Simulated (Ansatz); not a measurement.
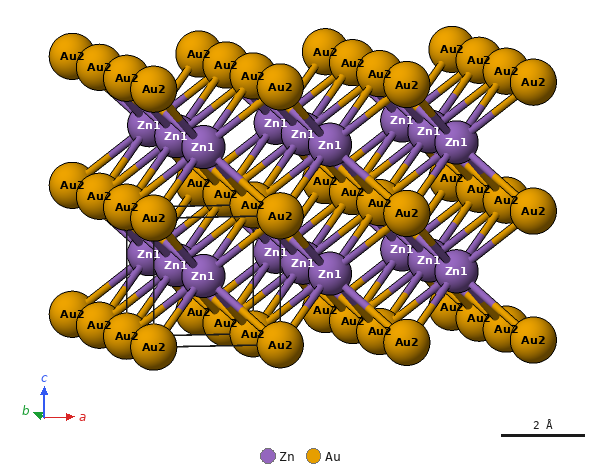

Reference structure: a symmetric starting cell of ZnAu. A ball-and-stick model of the cell of the calculation, repeated 3 × 3 × 2 with one cell outlined, seen from a free direction.

Method: DFT PBEsol, scalar-relativistic, plane waves, PAW (Ansatz 0.2.0). (plane-wave cutoff 420 eV; k-point mesh 12 × 12 × 12; occupations gaussian; smearing width 0.1 eV; no spin polarisation)

Change: The cell is strained by −2.6 % along [1 1 1] and +3.4 % across it (volume +4.2 %), the atoms keeping their fractional coordinates. No relaxation follows. The starting cell wasn't computed here and needn't be at equilibrium, so pressure and forces aren't due to the change alone.

Input file:
```yaml
crystal:
  lattice:
    - [3.19197063, -0.06294, -0.06294]
    - [-0.06294, 3.19197063, -0.06294]
    - [-0.06294, -0.06294, 3.19197063]
  atoms:
    - { symbol: Zn, position: [0.5, 0.5, 0.5] }
    - { symbol: Au, position: [0.0, 0.0, 0.0] }
basis:
  ecutwfc: 420
kpoints:
  mp_grid: { grid: [12, 12, 12] }
hamiltonian:
  xc: pbesol
scf:
  occupations: { method: gaussian, width: 0.1 }
output:
  forces: true
  stress: true
  eigenvalues: true
```

Command:
```bash
ansatz run input.yaml --threads 1 --pin off --max-ram 1331MiB --backend cpu --events-out ev --progress --plain --runs-dir out
```

### What does the calculation give for the changed structure?

The pressure is −6.5 GPa (not all of it need come from the change, since the unchanged cell can be under pressure at this level too). The principal stresses (compression positive) are −2.4 GPa along [1 1 1] and −8.6 GPa across it. All forces vanish by symmetry. Some distances before and after: Au–Zn 2.725 → 2.655 to 2.801 Å. The space group (tolerance 0.01 Å) goes from Pm-3m (No. 221) to R-3m (No. 166).

Drawn alike, the variant:

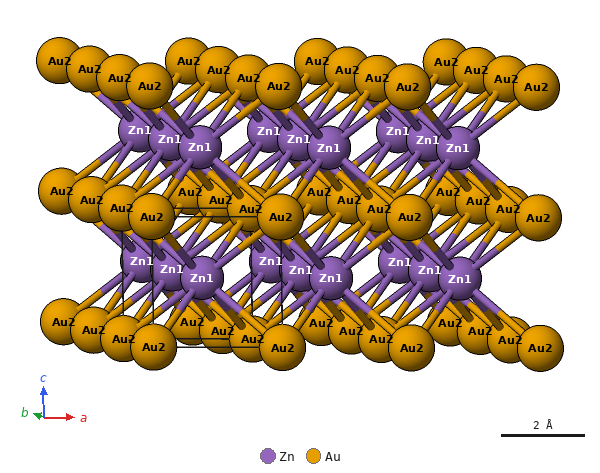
